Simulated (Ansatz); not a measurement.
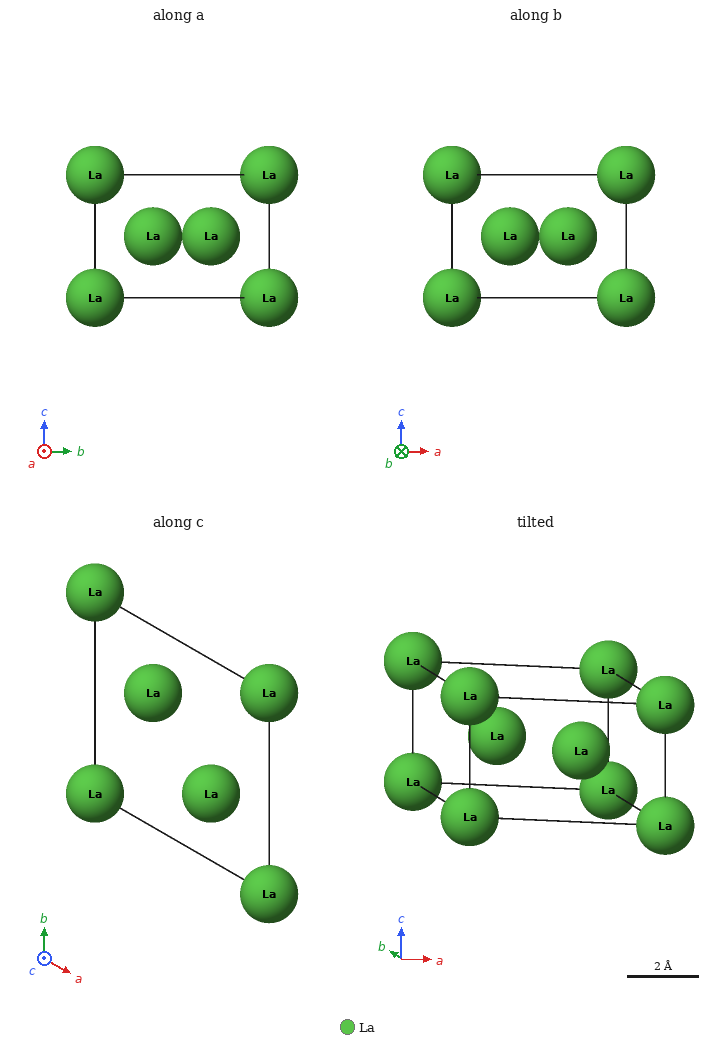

This spheres-only model is shown along the a axis, along the b axis, along the c axis and slightly off an axis. The wireframe shows the conventional unit cell.

Lattice parameters: a = 5.707 Å, b = 5.707 Å, c = 3.488 Å, α = 90.00°, β = 90.00°, γ = 120.00°.

**From the views, write a table of Wyckoff sites.**

Space group P6/mmm (No. 191).
| atom | site | x | y | z |
| --- | --- | --- | --- | --- |
| La | 1a | 0.0000 | 0.0000 | 0.0000 |
| La | 2d | 0.3333 | 0.6667 | 0.5000 |

Origin of the cell: a structure type filled with this element by a generator (whether the element takes this form wasn't checked). Earlier steps of the study may have refined or changed the cell and positions. It was run through Ansatz as a DFT input.

At this level of theory the cell isn't at rest (compressed, at 4 GPa), so its distances can differ from those at equilibrium, the more so the softer the solid.
